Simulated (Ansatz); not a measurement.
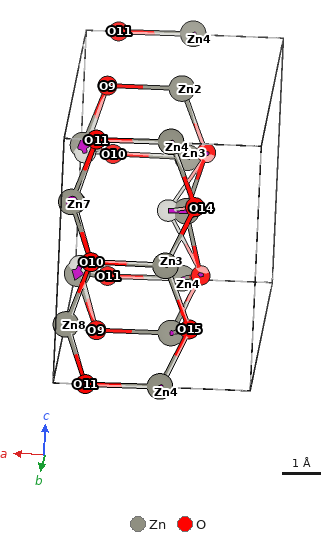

A relaxation of a defect cell of composition Zn8O7 (cell charge +1). The starting structure is drawn faded, the final one solid; purple arrows show the displacements, 2 times their true length.

A ball-and-stick model of the cell of the calculation (origin shifted), seen from a free direction.

Case: O vacancy (site b), charge +1, atoms relaxed at the host's cell.

Computed with DFT PBE, scalar-relativistic, plane waves, PAW (Ansatz 0.2.0).

The input:
```yaml
crystal:
  lattice:
    - [0.0, 0.0, 5.2932331742]
    - [6.5587815588, -1.0e-10, 0.0]
    - [-3.2793907794, 5.6800714478, 0.0]
  atoms:
    - { symbol: Zn, position: [0.5453026927, 0.3333333333, 0.1666666667], spin: 0.25 }
    - { symbol: Zn, position: [0.4962080075, 0.3318807697, 0.6659403849] }
    - { symbol: Zn, position: [0.4962080075, 0.8340596151, 0.1681192303] }
    - { symbol: Zn, position: [0.4962080075, 0.8340596151, 0.6659403849] }
    - { symbol: Zn, position: [-0.0062517503, 0.1777699059, 0.3222300941], spin: 0.25 }
    - { symbol: Zn, position: [-0.0062517503, 0.1777699059, 0.8555398117], spin: 0.25 }
    - { symbol: Zn, position: [-0.0062517503, 0.6444601883, 0.3222300941], spin: 0.25 }
    - { symbol: Zn, position: [-0.0031491557, 0.6666666667, 0.8333333333] }
    - { symbol: O, position: [0.8799510753, 0.3293223209, 0.6646611605] }
    - { symbol: O, position: [0.8799510753, 0.8353388395, 0.1706776791] }
    - { symbol: O, position: [0.8799510753, 0.8353388395, 0.6646611605] }
    - { symbol: O, position: [0.3776624373, 0.1710938735, 0.3289061265] }
    - { symbol: O, position: [0.3776624373, 0.1710938735, 0.842187747] }
    - { symbol: O, position: [0.3776624373, 0.657812253, 0.3289061265] }
    - { symbol: O, position: [0.377911565, 0.6666666667, 0.8333333333] }
  host:
    lattice:
      - [3.2793907794, 0.0, 0.0]
      - [-1.6396953897, 2.8400357239, 0.0]
      - [0.0, 0.0, 5.2932331742]
    atoms:
      - { symbol: Zn, position: [0.6666666667, 0.3333333333, 0.5006044116] }
      - { symbol: Zn, position: [0.3333333333, 0.6666666667, 0.0006044116] }
      - { symbol: O, position: [0.6666666667, 0.3333333333, 0.8797055884] }
      - { symbol: O, position: [0.3333333333, 0.6666666667, 0.3797055884] }
total_charge: 1
basis:
  ecutwfc: 420
  xc_grid: 2
kpoints:
  mp_grid: { grid: [4, 4, 4], shift: [0.0, 0.0, 0.0] }
hamiltonian:
  xc: pbe
scf:
  occupations: { method: gaussian, width: 0.01 }
output:
  forces: true
  stress: false
  eigenvalues: true
  populations: true
  charged_corrections:
    defect_position: [0.87970559, 0.33333333, 0.16666667]
    epsilon: [[10.5528, 0.0, 0.0], [0.0, 10.5528, 0.0], [0.0, 0.0, 11.5878]]
magnetization:
  spin_polarized: true
relax:
  adjacent_minimum: "off"
  f_tol: 0.025
  max_steps: 45
```

Run as
```bash
ansatz run input.yaml --threads 4 --pin off --max-ram 10240MiB --backend cpu --events-out ev --progress --plain --runs-dir out
```

Which element moves most?

Answer. Zinc: up to 0.48 Å, against 0.06 Å for oxygen.

Describe the change and its energy.

Answer. After 5 geometry steps the energy has fallen by 0.629 eV per cell of the calculation. The largest force component goes from 1.2 to 0.0053 eV/Å. The largest move is that of Zn1, 0.48 Å along −a. By element the largest moves are Zn 0.48 Å, O 0.06 Å. The lattice vectors keep their values. Some distances before and after: Zn1–O12 2.046 → 1.941 Å, Zn5–O10 2.040 → 1.966 Å, Zn5–O12 2.034 → 1.981 Å, Zn8–O15 2.017 → 1.982 Å. Bond angles that change, for instance: O12–Zn1–O13 102.6° → 116.2°, Zn5–O9–Zn6 118.0° → 104.7°, Zn1–O13–Zn6 113.6° → 104.0°. The program noted that the starting moments weren't kept.

Limits of the set-up: the periodic images lie only 5.3 Å apart, so the values are limited by the cell's size; the cell is charged, on a uniform background, and energies carry no finite-size correction.
